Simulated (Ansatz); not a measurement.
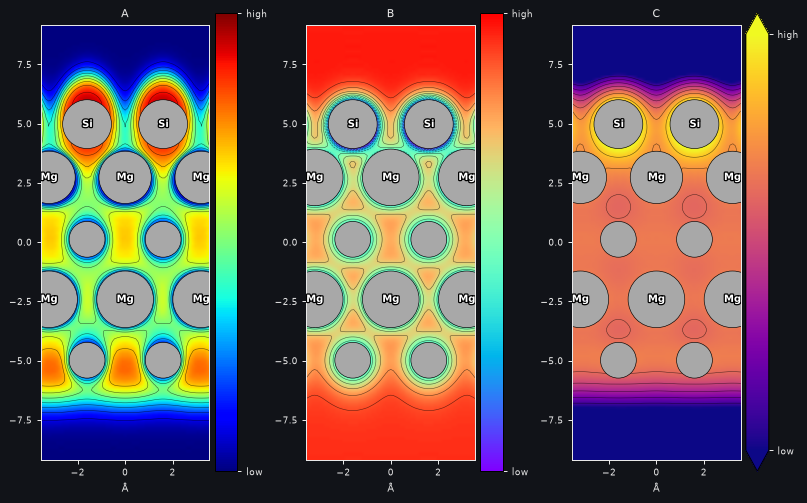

Mg$_{4}$Si (slab): 3 fields on the (100) plane of the calculation cell, a cut from vacuum to vacuum, with unlabelled colour scales. Grey discs cover the atomic cores.

These are results of Ansatz 0.2.0, DFT PBE, scalar-relativistic, plane waves, PAW, not measurements.

Which field does each panel show? The fields are: electron localisation function, electrostatic potential energy of an electron and valence pseudo-density.

Answer. Panel A: electron localisation function. Panel B: electrostatic potential energy of an electron (low next to the atoms, rising into the space between them). Panel C: valence pseudo-density. From the grid: Mg–Si (2.76 Å): the density is about 0.21 e/Å³ at the midpoint, with its minimum of 0.16 e/Å³ about 1.1 Å from Mg; the ELF peaks at about 0.80 in the valence shell of Si, 1.0 Å from its nucleus, and is about 0.70 at the midpoint.
